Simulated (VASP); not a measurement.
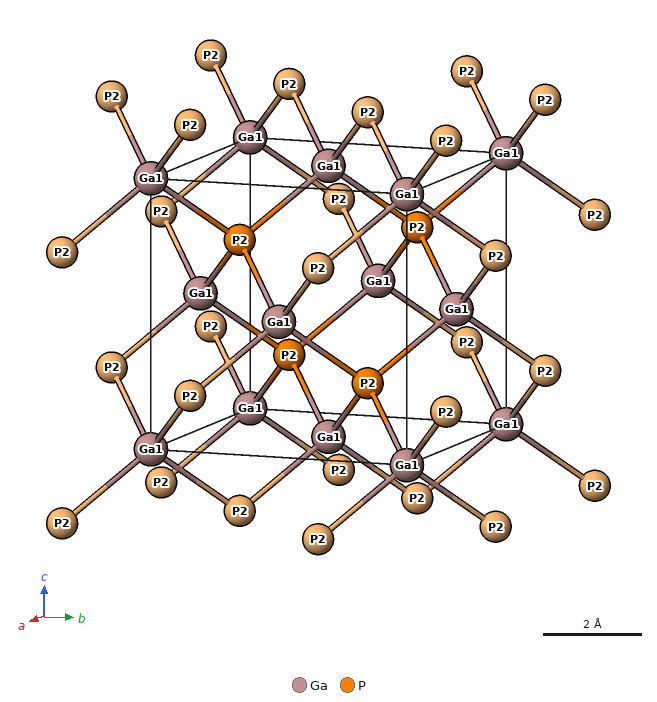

Figure 1. The structure as given in the input (ball-and-stick view of the cell 4 times as large as that of the calculation, set on its symmetry axes, seen slightly off an axis; neighbours outside the cell are drawn fainter; atoms are numbered from 1 in the order of the input).

# Two runs on GaP

System: GaP (F-43m, 2 atoms in the cell).
Method of run 1: Kohn-Sham DFT of a periodic cell, PBE, VASP PAW PBE potentials, recommended, no spin polarisation (VASP 6.6.1).

The structure derives from an entry of the Crystallography Open Database. 

## INCAR, run 1
```
PREC = Accurate
ENCUT = 520
EDIFF = 1E-7
ISMEAR = 0
SIGMA = 0.02
LREAL = F
LASPH = T
NELM = 100
ALGO = Fast
ISIF = 2
LWAVE = F
LCHARG = F
GGA = PE
NBANDS = 16
```

## KPOINTS, run 1
```
regular mesh
0
Gamma
  8 8 8
```

## POSCAR, run 1
```
GaP
1.0
    0.0000000000      2.8127305250      2.8127305250
    2.8127305250      0.0000000000      2.8127305250
    2.8127305250      2.8127305250      0.0000000000
Ga P
1 1
Direct
    0.0000000000      0.0000000000      0.0000000000
    0.7500000000      0.7500000000      0.7500000000
```

Launched with:
```bash
cat potpaw_PBE.64/Ga_d/POTCAR potpaw_PBE.64/P/POTCAR > POTCAR
mpirun -np 1 vasp_std > vasp.out
```

Hardware: 1 thread of Intel Xeon (Sapphire Rapids), 192 GiB of memory available, shared host.

## OSZICAR and lines of OUTCAR (run 1)
```
N       E                     dE             d eps       ncg     rms          rms(c)
DAV:   1     0.810974498307E+02    0.81097E+02   -0.89442E+03   960   0.158E+03
DAV:   2    -0.285852737429E+01   -0.83956E+02   -0.79587E+02  1080   0.309E+02
DAV:   3    -0.922671417038E+01   -0.63682E+01   -0.63470E+01  1144   0.662E+01
DAV:   4    -0.932883975001E+01   -0.10213E+00   -0.10210E+00  1168   0.918E+00
DAV:   5    -0.933103817622E+01   -0.21984E-02   -0.21984E-02  1192   0.118E+00    0.383E+00
RMM:   6    -0.910506731094E+01    0.22597E+00   -0.25728E-01  1363   0.408E+00    0.240E+00
RMM:   7    -0.908559007186E+01    0.19477E-01   -0.10181E-01  1326   0.143E+00    0.110E+00
RMM:   8    -0.908590125147E+01   -0.31118E-03   -0.15679E-02  1394   0.115E+00    0.110E-01
RMM:   9    -0.908632125315E+01   -0.42000E-03   -0.34154E-03  1468   0.526E-01    0.690E-02
RMM:  10    -0.908657369896E+01   -0.25245E-03   -0.71777E-04  1448   0.234E-01    0.289E-02
RMM:  11    -0.908655224848E+01    0.21450E-04   -0.18922E-04  1423   0.101E-01    0.132E-02
RMM:  12    -0.908655634024E+01   -0.40918E-05   -0.43780E-05  1567   0.498E-02    0.734E-03
RMM:  13    -0.908655695248E+01   -0.61223E-06   -0.70132E-06  1509   0.220E-02    0.272E-03
RMM:  14    -0.908655719076E+01   -0.23828E-06   -0.19225E-06  1329   0.108E-02    0.411E-03
RMM:  15    -0.908655722258E+01   -0.31821E-07   -0.37102E-07  1042   0.512E-03
   1 F= -.90865572E+01 E0= -.90865572E+01  d E =-.328201E-15
[... from OUTCAR:]
  free energy    TOTEN  =        -9.08655722 eV
  energy without entropy =       -9.08655722  energy(sigma->0) =       -9.08655722
 E-fermi :   3.8357     XC(G=0):  -9.4075     alpha+bet : -9.8893
  free  energy   TOTEN  =        -9.0865572226 eV
  energy  without entropy=       -9.0865572226  energy(sigma->0) =       -9.08655722
```

For run 2 the input was changed thus:
```diff
-EDIFF = 1E-7
+EDIFF = 1E-6
-ALGO = Fast
+ALGO = Normal
-    0.0000000000      2.8127305250      2.8127305250
-    2.8127305250      0.0000000000      2.8127305250
-    2.8127305250      2.8127305250      0.0000000000
+    0.0000000000      2.7298284200      2.7298284200
+    2.7298284200      0.0000000000      2.7298284200
+    2.7298284200      2.7298284200      0.0000000000
```

What does this change do to the results?

With the same functional and potentials, run 2 lies 16.2 meV per atom lower. The gap on the mesh goes from 1.06 to 1.65 eV. The pressure goes from −4.24 to 1.99 GPa. The volume per atom goes from 22.25 to 20.34 Å³. The cell is scaled evenly with the atoms at fixed fractional positions, so −ΔP/Δ ln V estimates the bulk modulus midway between the two volumes: about 69 GPa. The SCF takes 12 iterations against 15. The plane waves at Γ go from 1243.0 to 1108.0.

## OSZICAR and lines of OUTCAR (run 2)
```
N       E                     dE             d eps       ncg     rms          rms(c)
DAV:   1     0.837392071176E+02    0.83739E+02   -0.90210E+03   944   0.162E+03
DAV:   2    -0.280857714953E+01   -0.86548E+02   -0.82730E+02  1072   0.320E+02
DAV:   3    -0.927787511573E+01   -0.64693E+01   -0.64464E+01  1176   0.670E+01
DAV:   4    -0.938491408917E+01   -0.10704E+00   -0.10702E+00  1096   0.934E+00
DAV:   5    -0.938694472940E+01   -0.20306E-02   -0.20306E-02  1208   0.116E+00    0.423E+00
DAV:   6    -0.914497166734E+01    0.24197E+00   -0.37639E-01  1448   0.104E+01    0.279E+00
DAV:   7    -0.911817195784E+01    0.26800E-01   -0.94283E-02  1256   0.206E+00    0.111E+00
DAV:   8    -0.911847743884E+01   -0.30548E-03   -0.13263E-02  1104   0.139E+00    0.193E-01
DAV:   9    -0.911887684586E+01   -0.39941E-03   -0.13238E-03  1152   0.502E-01    0.806E-02
DAV:  10    -0.911894830508E+01   -0.71459E-04   -0.11068E-04  1440   0.114E-01    0.392E-02
DAV:  11    -0.911901976994E+01   -0.71465E-04   -0.97210E-05  1080   0.799E-02    0.495E-03
DAV:  12    -0.911901945620E+01    0.31373E-06   -0.26220E-06  1104   0.205E-02
   1 F= -.91190195E+01 E0= -.91190195E+01  d E =-.432067E-17
[... from OUTCAR:]
  free energy    TOTEN  =        -9.11901946 eV
  energy without entropy =       -9.11901946  energy(sigma->0) =       -9.11901946
 E-fermi :   4.7112     XC(G=0):  -9.8101     alpha+bet :-10.8180
  free  energy   TOTEN  =        -9.1190194562 eV
  energy  without entropy=       -9.1190194562  energy(sigma->0) =       -9.11901946
```

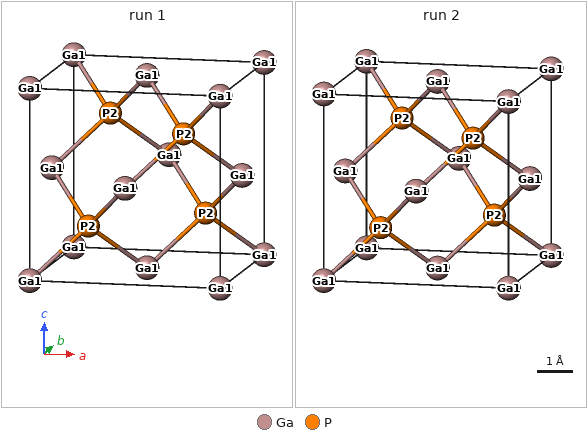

Figure 2. The two input geometries at one scale (ball-and-stick view of the cell 4 times as large as that of the calculation, set on its symmetry axes, seen slightly off an axis). The atoms keep their places relative to the cell (all moves are under 0.005 Å). The volume changes by −8.6 %, with a = b = c 5.625 → 5.460 Å (−2.9 %). Among the contacts that change: Ga1–P2 2.436 → 2.364 Å.

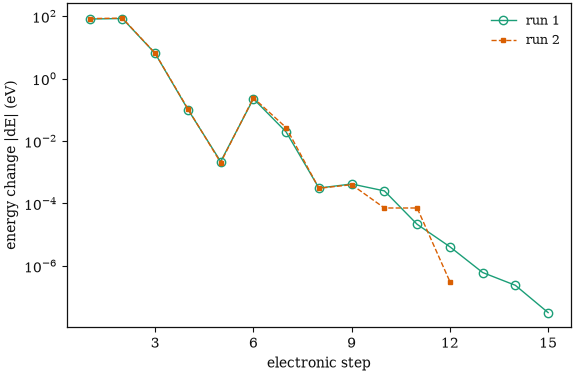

Figure 3. Convergence of the two runs: energy change |dE| against the electronic step. Run 1 takes 15 steps in all, and run 2 takes 12.

## The two runs side by side

| quantity | run 1 | run 2 |
| --- | --- | --- |
| outcome | converged | converged |
| free energy per atom (eV) | −4.5433 | −4.5595 |
| gap on the mesh (eV) | 1.06 | 1.65 |
| pressure (GPa) | −4.24 | 1.99 |
| volume per atom (Å³) | 22.25 | 20.34 |
| largest force (eV/Å) | 0.000 | 0.000 |
| SCF iterations | 15 | 12 |
| irreducible k-points | 29 | 29 |
| plane waves at Γ | 1243 | 1108 |
